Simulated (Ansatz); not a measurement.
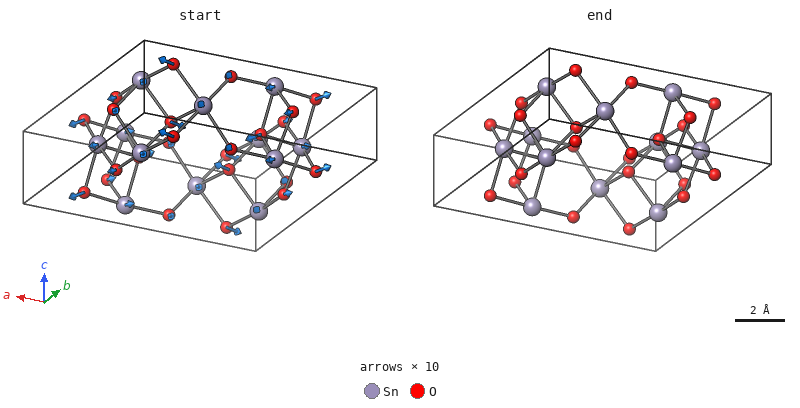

The structure of solid SnO2 (set up in I4/m) before (left) and after (right) a relaxation, at one scale. The blue arrows give the displacements (the part carried along by the change of the cell is left out), magnified 10 times.

A ball-and-stick model of the conventional cell (2 times the calculation's cell), seen from a free direction. Lengths and directions refer to the drawn axes.

The run lets cell and atoms move.

Theory: Ansatz 0.2.0, Kohn-Sham DFT of a periodic cell, PBEsol, Ansatz PAW.

The input:
```yaml
crystal:
  lattice:
    - [-5.37331, 5.37331, 1.616233]
    - [5.37331, -5.37331, 1.616233]
    - [5.37331, 5.37331, -1.616233]
  atoms:
    - { symbol: Sn, position: [0.3510765, 0.8310675, 0.182144] }
    - { symbol: Sn, position: [0.8310675, 0.6489235, 0.479991] }
    - { symbol: Sn, position: [0.1689325, 0.3510765, 0.520009] }
    - { symbol: Sn, position: [0.6489235, 0.1689325, 0.817856] }
    - { symbol: O, position: [0.2056015, 0.1549285, 0.36053] }
    - { symbol: O, position: [0.8450715, 0.2056015, 0.050673] }
    - { symbol: O, position: [0.7943985, 0.8450715, 0.63947] }
    - { symbol: O, position: [0.1549285, 0.7943985, 0.949327] }
    - { symbol: O, position: [0.1610445, 0.5429605, 0.704005] }
    - { symbol: O, position: [0.5429605, 0.8389555, 0.381916] }
    - { symbol: O, position: [0.4570395, 0.1610445, 0.618084] }
    - { symbol: O, position: [0.8389555, 0.4570395, 0.295995] }
hamiltonian:
  xc: pbesol
  pseudopotentials: { kind: paw }
kpoints:
  mp_grid: { grid: [7, 7, 7] }
scf:
  occupations: { method: fermi_dirac, width: 0.05 }
output:
  forces: true
  stress: true
  eigenvalues: true
relax:
  f_tol: 0.01
  max_steps: 40
  cell: { stress_tol: 0.05, p_target: 10.0 }
```

Run as
```bash
ansatz run input.yaml --threads 4 --pin off --max-ram 11264MiB --backend cpu --events-out ev --progress --plain --runs-dir out
```

Q: Summarise the run.

A: After 6 accepted moves (8 points after the start) the energy has risen by 0.366 eV per cell of the calculation. With the target pressure of 10 GPa, the enthalpy E + pV changes by −0.902 eV per cell of the calculation. Largest force component: 0.42 eV/Å at the start, 0.0053 eV/Å at the end. Pressure: −4.62 GPa at the start and 9.98 GPa at the end. The SCF was repeated twice at an unchanged geometry on a basis and grid sized afresh for the cell, which shifted the energy by 55.3 meV per cell of the calculation at most. The largest moves relative to the cell, 0.091 Å, are those of O atoms. Largest moves by element: O 0.091 Å, Sn 0.047 Å. Cell: a = b 10.747 → 10.262 Å (−4.5 %), c 3.232 → 3.159 Å (−2.3 %). Volume −10.9 %. Some distances before and after: O–Sn 2.064 → 1.988 Å, O–Sn 2.112 → 2.046 Å, O–Sn 2.144 → 2.082 Å, O–Sn 2.106 → 2.068 Å. Bond angles that change, for instance: O–Sn–O 171.8° → 177.2°, O–Sn–O 93.3° → 90.8°, Sn–O–Sn 98.5° → 96.1°. The space group stays I4/m (No. 87). Cost: 86 s on 4 threads of Arm Neoverse V2, on a shared host, peak memory 0.89 GiB.
